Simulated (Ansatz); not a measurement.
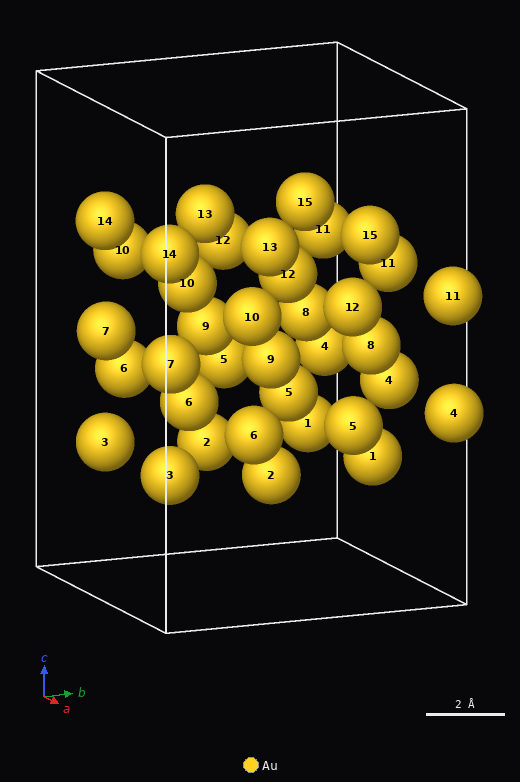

*The structure (spheres-only view of the 2 × 1 repeat of the cell, with the vacuum cut short, seen slightly off an axis; atoms are numbered from 1 in the order of the input). An atom can appear more than once, as a periodic image.*

## Au: single-point calculation (part 1 of 2)

- system: Au (slab, 15 atoms in the cell)
- method: DFT PBE, scalar-relativistic, plane waves, PAW, no spin polarisation (Ansatz 0.2.0)

The structure derives from an entry of the Crystallography Open Database. It belongs to a series of runs on one base structure; here: the film alone at its places in the stack. Figures and captions count atoms from 1; the log counts them from 0 in places.

**The program's output**
```
Engine: ansatz 0.2.0, aarch64-unknown-linux-gnu
Pseudopotentials: kind: paw
Pseudopotential: Au, paw, valence charge 19, recommended cutoff 420 eV (normal), Au.paw.azcp
Functional definition: PBE
  parameter kappa = 0.804
  parameter beta = 0.06672455060314922
  exchange = pbe_x(kappa = kappa, mu = beta*pi^2/3)
  correlation = pbe_c(beta = beta)
Crystal: 15 atoms, lattice volume = 1112.693 Å³
Basis set: ecut = 420 eV, 21627 PW (Γ), exchange–correlation on 60×120×432 points (8 copies of the dense FFT grid, shifted against one another)
Bands: 171, of which v1, the nominal top of the filled ones, is band 143 counted from 1 (142 counted from 0)
Symmetry: 1 space group operations
Space group: P1 (ITA 1), of the structure as read, at distance tolerance 1.0e-4 Å
k-points: 18 of 32 (time reversal used)
Non-local potential: Au, projectors of the file, l = 0: 3, l = 1: 2, l = 2: 2, l = 3: 1
PAW form: soft (Blöchl's): semilocal exchange-correlation on the pseudo side does not see the compensation charge
PAW one-centre angular grid: Au, 590 points (default); XC on 64 Gauss nodes
Initial density: superposition of atomic densities (neutral atoms: chi_scale 0, normalization atom), corrected by the library's trained network
Initial wavefunctions: pseudopotential atomic-orbital guess
Functional: x = pbe(κ = 0.804, μ = 0.2195149727645171), c = pbe(β = 0.06672455060314922)
SCF iter   1: F=—  HF=-197235.846127 eV  |F-HF|=—  |Δ(HF+E_count)|=         —  Δρ=1.64e-3  dr2=1.96e-1  ethr=1.77e-3  p=0.015 e·Å  D=2.49e-3 V/Å  ΔV_dip=-0.08 eV  dr2_dipole=3.88e-3  V_vac-E_F(+/−)=4.67/4.74 eV  ⟨swp⟩=8.7  Hψ=13886  notcnv=0  defer=92
efield: sawtooth ramp at fractional position 0.1330 (placed from the atoms, in the widest stretch of the axis that holds none; the zero of the levels goes with the place), width 0.0400; the density the first Hamiltonian is built on has a dipole p = 0.015 e·Å; the dipole correction subtracts the counter field D = 2.49e-3 V/Å, which shifts the + side's vacuum level by -0.08 eV against the − side's; the planar-averaged density in the ramp window peaks in size at 6.8e-7 e/Å³
preconditioner: auto → LDOS  [metal: Δε(μ)=0.083 eV  Ē_g=8.156 eV  σ=0.100 eV  W_gap=0.44  n_scr=194 (ndim 8)  ℏωp=14.3 eV  f_vac=0.709  D(μ)=4.40/eV (n_scr^D=14)  β→1.0]
SCF iter   2: F=—  HF=-197235.883650 eV  |F-HF|=—  |Δ(HF+E_count)|=   3.75e-2  Δρ=1.80e-3  dr2=1.44e-1  ethr=6.88e-5  p=-0.002 e·Å  D=-2.79e-4 V/Å  ΔV_dip=0.01 eV  dr2_dipole=1.41e-4  V_vac-E_F(+/−)=5.07/5.06 eV  ⟨swp⟩=2.5  Hψ=6183  notcnv=0  defer=354
SCF iter   3: F=—  HF=-197235.858973 eV  |F-HF|=—  |Δ(HF+E_count)|=   2.47e-2  Δρ=4.24e-4  dr2=4.91e-3  ethr=5.04e-5  p=0.002 e·Å  D=3.34e-4 V/Å  ΔV_dip=-0.01 eV  dr2_dipole=7.25e-7  V_vac-E_F(+/−)=4.98/4.99 eV  ⟨swp⟩=2.1  Hψ=4146  notcnv=0  defer=354
SCF iter   4: F=—  HF=-197235.858321 eV  |F-HF|=—  |Δ(HF+E_count)|=   6.52e-4  Δρ=1.50e-4  dr2=3.01e-4  ethr=1.72e-6  p=0.002 e·Å  D=2.76e-4 V/Å  ΔV_dip=-0.01 eV  dr2_dipole=3.08e-7  V_vac-E_F(+/−)=4.97/4.98 eV  ⟨swp⟩=2.0  Hψ=4193  notcnv=0  defer=354
SCF iter   5: F=—  HF=-197235.858317 eV  |F-HF|=—  |Δ(HF+E_count)|=   4.74e-6  Δρ=3.38e-5  dr2=1.88e-5  ethr=1.06e-7  p=0.002 e·Å  D=3.86e-4 V/Å  ΔV_dip=-0.01 eV  dr2_dipole=2.40e-8  V_vac-E_F(+/−)=4.97/4.99 eV  ⟨swp⟩=2.9  Hψ=5362  notcnv=0  defer=354
SCF iter   6: F=—  HF=-197235.858435 eV  |F-HF|=—  |Δ(HF+E_count)|=   1.19e-4  Δρ=1.11e-5  dr2=2.29e-6  ethr=6.59e-9  p=0.002 e·Å  D=3.42e-4 V/Å  ΔV_dip=-0.01 eV  dr2_dipole=1.97e-7  V_vac-E_F(+/−)=4.98/4.99 eV  ⟨swp⟩=2.8  Hψ=5218  notcnv=0  defer=325
SCF iter   7: F=—  HF=-197235.858437 eV  |F-HF|=—  |Δ(HF+E_count)|=   1.44e-6  Δρ=4.40e-6  dr2=3.06e-7  ethr=8.03e-10  p=0.002 e·Å  D=3.69e-4 V/Å  ΔV_dip=-0.01 eV  dr2_dipole=1.14e-9  V_vac-E_F(+/−)=4.98/4.99 eV  ⟨swp⟩=2.1  Hψ=4216  notcnv=0  defer=322
SCF iter   8: F=-197235.858437 eV  HF=-197235.858437 eV  |F-HF|=7.01e-8  |Δ(HF+E_count)|=   3.33e-7  Δρ=1.15e-6  dr2=1.90e-8  ethr=3.51e-11  p=0.002 e·Å  D=3.66e-4 V/Å  ΔV_dip=-0.01 eV  dr2_dipole=1.17e-11  V_vac-E_F(+/−)=4.98/4.99 eV  ⟨swp⟩=28.7  Hψ=28881  notcnv=0
SCF 1 converged in 8 iterations: F = -197235.858437 eV  dr2 = 1.90e-8
  greatest PAW one-centre occupation: 1.000 electrons in one spin orbital (limit 2), on the Au atom at site 3 (counted from 0), in its partial waves of l = 0
```

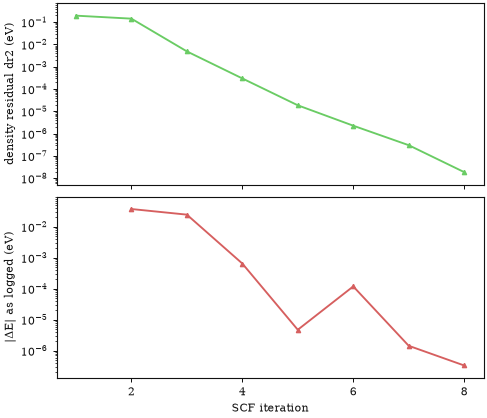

*Convergence of the self-consistent field: density residual dr2 and size of the energy change against the SCF iteration.*

The residual falls at every step.

```
SCF converged after 8 iterations
Free energy (F): -197235.858437 eV
Harris-Foulkes:  -197235.858437 eV  (|F-HF|=7.01e-8)
Internal energy: -197235.837994 eV  (E = F + TS)
E sigma→0 (E₀):  -197235.848216 eV
Entropy (-TS):   -0.020443 eV (-1.363 meV/atom)
Fermi energy:    0.846714 eV
Dipole field:    D = 0.000364 V/Å  (p = 0.002239 e·Å, saw-weighted, corrected)
Work function:   Φ+ = 4.9755 eV   Φ− = 4.9869 eV
Levels:          The Fermi level and band energies are counted from a zero that moves with the ramp; work functions are not
--- Per-component energies (eV) ---
  E_band       = -8594.932526
  E_kinetic    = 9063.769789
  E_local      = -657404.725631  (includes V_loc(G=0)·N_el)
  E_nonlocal   = 1117.367298
  E_hartree    = 324085.881806
  E_xc         = -3408.678298
  E_vxc        = -4111.957374  (∫ρ·V_xc dr)
  E_paw        = -145604.662484  (= ΣΔE_a)
  E_vpaw       = -5431.153614  (= ΣTr[D̂ρ^β])
  E_aug_tail   = 0.021478  (compensation charges beyond the density's cutoff)
  E_efield     = 0.000000  (sawtooth field / dipole correction)
  E_vefield    = -0.011325  (∫n·V_field dr)
  E_ewald      = 274915.188046
  E_smearing   = -0.020443  (= −TS)
  E_closure    = -0.000000  (closes the sum)
  Σ components = -197235.858437   (vs F -197235.858437, Δ=0.00e0)
--- Forces (eV/Å), atoms counted from 1 ---
  atom   1  Au    -0.00000676    -0.31274835     0.16366978
  atom   2  Au     0.00005018     0.00118148     0.68547663
  atom   3  Au     0.00016230     0.31175227     0.16028562
  atom   4  Au    -0.00025833     0.00367358    -0.20586030
  atom   5  Au    -0.00025946     0.00508711    -0.33200428
  atom   6  Au    -0.00017395    -0.01228962    -0.33014590
  atom   7  Au     0.00003965     0.02481421     0.03270291
  atom   8  Au    -0.00016864    -0.02894913     0.03302821
  atom   9  Au    -0.00001101    -0.00550527     0.10182572
  atom  10  Au     0.00038301     0.01087128    -0.12420227
  atom  11  Au     0.00006812     0.00397330    -0.04984855
  atom  12  Au     0.00018818    -0.00821189    -0.13089690
  atom  13  Au     0.00010702     0.00401932     0.00890675
  atom  14  Au    -0.00000791    -0.01065852    -0.00924843
  atom  15  Au    -0.00011196     0.01298940    -0.00372815
  max |Σ_I F_I| component: 3.92e-5 eV/Å
--- Stress (GPa, compression-positive) ---
       -0.376784       0.000025       0.000203
        0.000025      -0.288533       0.005054
        0.000203       0.005054      -0.330618
  P = ⅓ Tr σ = -0.3320 GPa (-3.320 kbar)
--- Band table (eV; the first three rows and the last of 18) ---
  k-point 0: bands = ["-104.3641", "-104.3528", "-104.3478", "-104.3465", "-104.3443", "-104.3416", "-104.3172", "-104.3081", "-104.3054", "-103.8960", "-103.8745", "-103.8716", "-103.8362", "-103.8317", "-103.6177", "-55.8801", "-55.8762", "-55.8740", "-55.8677", "-55.8614", "-55.8549", "-55.8396", "-55.8251", "-55.8203", "-55.8129", "-55.7955", "-55.7951", "-55.7871", "-55.7856", "-55.7727", "-55.7677", "-55.7650", "-55.7606", "-55.7578", "-55.7553", "-55.7448", "-55.7419", "-55.7376", "-55.7281", "-55.7205",
      "-55.7150", "-55.7091", "-55.4632", "-55.4433", "-55.4198", "-55.3550", "-55.3349", "-55.3324", "-55.3258", "-55.3237", "-55.2770", "-55.2767", "-55.2700", "-55.2657", "-55.2621", "-55.2347", "-55.2253", "-55.1440", "-55.0540", "-55.0271", "-7.7921", "-6.3188", "-5.6517", "-5.6481", "-5.5648", "-5.3501", "-5.2492", "-5.1253", "-5.0125", "-4.9279", "-4.8637", "-4.8006", "-4.7867", "-4.7502", "-4.7073", "-4.6243", "-4.2951", "-4.2491", "-4.1230", "-4.1090",
      "-3.9546", "-3.9257", "-3.9089", "-3.9066", "-3.8694", "-3.8255", "-3.7858", "-3.7467", "-3.7229", "-3.6369", "-3.3903", "-3.2717", "-3.2210", "-3.1691", "-3.1361", "-2.9184", "-2.8999", "-2.8742", "-2.7399", "-2.7008", "-2.5069", "-2.4959", "-2.4595", "-2.4505", "-2.2990", "-2.2855", "-2.2367", "-2.1097", "-2.0793", "-2.0735", "-2.0292", "-1.9990", "-1.9719", "-1.9342", "-1.8763", "-1.8432", "-1.7492", "-1.6938", "-1.6546", "-1.6192",
      "-1.5571", "-1.5297", "-1.5082", "-1.4877", "-1.3646", "-1.2969", "-1.2899", "-1.2876", "-1.2353", "-1.2338", "-1.1857", "-1.1476", "-1.0727", "-1.0628", "-0.9808", "-0.9751", "-0.9183", "-0.8851", "-0.8733", "-0.8174", "-0.6460", "-0.5756", "0.7492", "0.8321", "1.2517", "3.1040", "3.4840", "3.5674", "3.9921", "4.6930", "4.7239", "5.4779", "5.7313", "5.7464", "6.0278", "6.0391", "6.1415", "6.2302", "6.2860", "6.3111",
      "6.7192", "7.2761", "7.5813", "7.6130", "7.6245", "7.7027", "7.7065", "7.7414", "7.7671", "7.9955", "8.0223"]
  k-point 1: bands = ["-104.3641", "-104.3525", "-104.3487", "-104.3458", "-104.3441", "-104.3417", "-104.3172", "-104.3082", "-104.3054", "-103.8959", "-103.8746", "-103.8715", "-103.8362", "-103.8317", "-103.6177", "-55.9029", "-55.8975", "-55.8836", "-55.8594", "-55.8403", "-55.8336", "-55.8301", "-55.8191", "-55.8106", "-55.8055", "-55.7964", "-55.7953", "-55.7878", "-55.7848", "-55.7745", "-55.7696", "-55.7695", "-55.7634", "-55.7592", "-55.7551", "-55.7500", "-55.7445", "-55.7375", "-55.7281", "-55.7258",
      "-55.7147", "-55.7130", "-55.4826", "-55.4238", "-55.4134", "-55.3550", "-55.3453", "-55.3261", "-55.3259", "-55.3237", "-55.2767", "-55.2763", "-55.2700", "-55.2676", "-55.2609", "-55.2347", "-55.2254", "-55.1462", "-55.0540", "-55.0271", "-7.6186", "-6.4043", "-6.1507", "-5.4175", "-5.3919", "-5.3453", "-5.2195", "-5.1130", "-4.9626", "-4.9395", "-4.9063", "-4.7537", "-4.7111", "-4.5792", "-4.5204", "-4.4613", "-4.4231", "-4.2565", "-4.1696", "-4.1508",
      "-4.1298", "-4.0087", "-3.9761", "-3.8835", "-3.8274", "-3.7970", "-3.7554", "-3.7136", "-3.6353", "-3.5552", "-3.5429", "-3.3606", "-3.3295", "-3.2190", "-3.1406", "-3.0786", "-2.9341", "-2.9032", "-2.8954", "-2.7823", "-2.7208", "-2.6642", "-2.5458", "-2.4398", "-2.4127", "-2.3636", "-2.3039", "-2.2285", "-2.2035", "-2.1304", "-2.0836", "-2.0769", "-1.9461", "-1.9331", "-1.9278", "-1.8617", "-1.7141", "-1.6535", "-1.6139", "-1.5841",
      "-1.5531", "-1.5402", "-1.4397", "-1.4019", "-1.3901", "-1.3779", "-1.3615", "-1.3511", "-1.3228", "-1.3033", "-1.1429", "-1.1311", "-1.0078", "-0.9683", "-0.9196", "-0.8615", "-0.8534", "-0.7716", "-0.7539", "-0.4921", "0.0039", "0.1520", "0.2185", "1.4207", "1.8891", "2.6420", "3.1968", "3.5670", "3.9858", "4.1043", "4.8974", "5.0781", "5.6153", "5.8317", "5.9695", "5.9953", "6.0785", "6.1073", "6.1341", "6.4421",
      "6.6193", "6.7953", "7.0557", "7.3787", "7.4008", "7.5080", "7.5599", "7.6826", "7.7257", "7.8312", "8.2541"]
```
